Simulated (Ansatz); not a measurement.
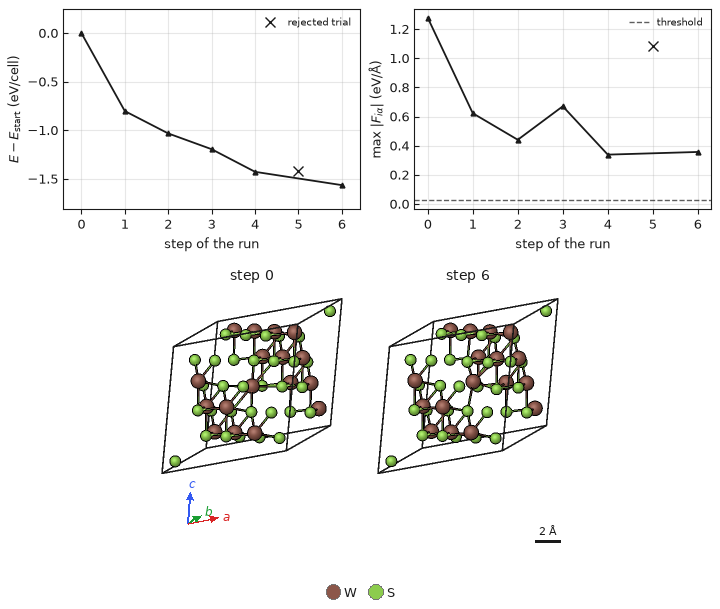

First and last geometry of a relaxation of a defect cell of composition W$_{17}$S$_{32}$, with the history of the run. A ball-and-stick model of the cell of the calculation (origin shifted), seen slightly off an axis.

Case: W interstitial, charge +0, atoms relaxed at the host's cell.

Computed with DFT PBE, scalar-relativistic, plane waves, PAW (Ansatz). Settings: plane-wave cutoff 420 eV; k-point mesh 2 × 2 × 2; occupations gaussian; smearing width 0.01 eV; mesh shifted by (0.5, 0.5, 0.5); no spin polarisation; atoms relaxed in a fixed cell; force threshold 0.025 eV/Å; at most 45 steps.

> What do the curves and the structures tell?

The run was cut off at its time limit before the relaxation converged, so the last structure is only a point on the way. The energy falls by 1.564 eV per cell of the calculation in 5 accepted moves (6 points after the start). The largest force component goes from 1.3 to 0.36 eV/Å. The line search rejected the trial step at point 5 of the run. The largest move is that of a W atom, 0.61 Å along [1 1 1]. By element the largest moves are W 0.61 Å, S 0.27 Å. The lattice vectors keep their values. Among the contacts that change: W–W 3.753 → 2.933 Å, S–W 2.873 → 2.340 Å, S–W 2.817 → 2.339 Å, S–W 2.813 → 3.212 Å. New bonds form: W–W (3.75 → 2.93 Å). Bond angles that change, for instance: S–W–S 67.4° → 91.1°, S–W–S 68.1° → 90.6°, S–W–S 177.8° → 159.2°. Cost: 6.5 min on 4 threads of Arm Neoverse V2 (shared host), peak memory 3.8 GiB.

| step | E − E(0), meV/atom | largest force component, eV/Å | note |
| --- | --- | --- | --- |
| 0 | 0.00 | 1.2773 |  |
| 1 | -16.37 | 0.6228 |  |
| 2 | -21.07 | 0.4407 |  |
| 3 | -24.38 | 0.6705 |  |
| 4 | -29.13 | 0.3387 |  |
| 5 | -28.95 | 1.0812 | rejected |
| 6 | -31.93 | 0.3571 |  |
